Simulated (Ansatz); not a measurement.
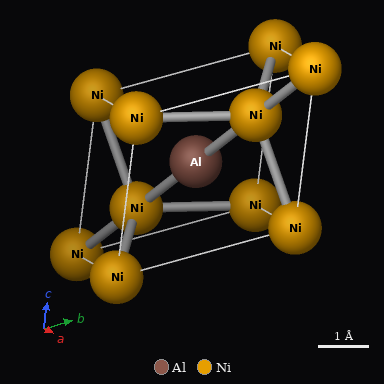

A ball-and-stick rendering, viewed slightly off an axis. The simulation cell is outlined; an atom on or near a face, edge or corner is repeated at each equivalent position.

Full input:
```yaml
crystal:
  lattice:
    - [0.0, 2.836171844, 2.836171844]
    - [2.836171844, 0.0, 2.836171844]
    - [2.836171844, 2.836171844, 0.0]
  atoms:
    - { symbol: Al, position: [0.5, 0.5, 0.5] }
    - { symbol: Ni, position: [0.25, 0.25, 0.25] }
    - { symbol: Ni, position: [0.0, 0.0, 0.0] }
    - { symbol: Ni, position: [0.75, 0.75, 0.75] }
basis:
  ecutwfc: 420
kpoints:
  mp_grid: { grid: [14, 14, 14] }
  band_path:
    path:
      - [[0.0, 0.0, 0.0], [0.5, 0.0, 0.5], [0.625, 0.25, 0.625]]
      - [[0.375, 0.375, 0.75], [0.0, 0.0, 0.0], [0.5, 0.5, 0.5], [0.5, 0.25, 0.75], [0.5, 0.0, 0.5]]
    npoints: 14
hamiltonian:
  xc: pbe
scf:
  occupations: { method: gaussian, width: 0.1 }
  n_extra_bands: 10
output:
  forces: true
  stress: true
  eigenvalues: true
  populations: true
  dos: { projected: true, de: 0.02, nscf_kmesh: { grid: [21, 21, 21] } }
  bader: true
  write_density: true
  write_potential: true
  elf: true
  volumetric_format: npy
```
Run as:
```sh
ansatz run input.yaml --threads 1 --pin off --max-ram 2560MiB --backend cpu --events-out ev --progress --plain --runs-dir out
```

The numbers come from DFT PBE, scalar-relativistic, plane waves, PAW (Ansatz 0.2.0), using 420 eV cutoff, k-points on a 14×14×14 grid, Gaussian smearing of 0.1 eV, no spin polarisation (a spin-restricted run, not always the ground state).

### What net charge does each kind of atom have (Bader)?

Al +1.76 e; Ni -0.78 to -0.20 e.

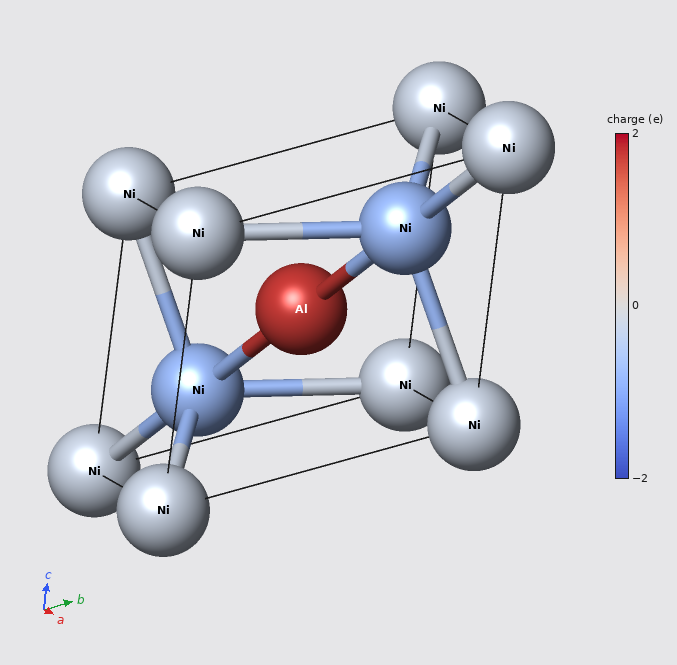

The atoms coloured by those charges.

The cell started as a structure listed in the Materials Project. Earlier steps of the study may have refined or changed the cell and positions. A calculation with Ansatz used it as input.
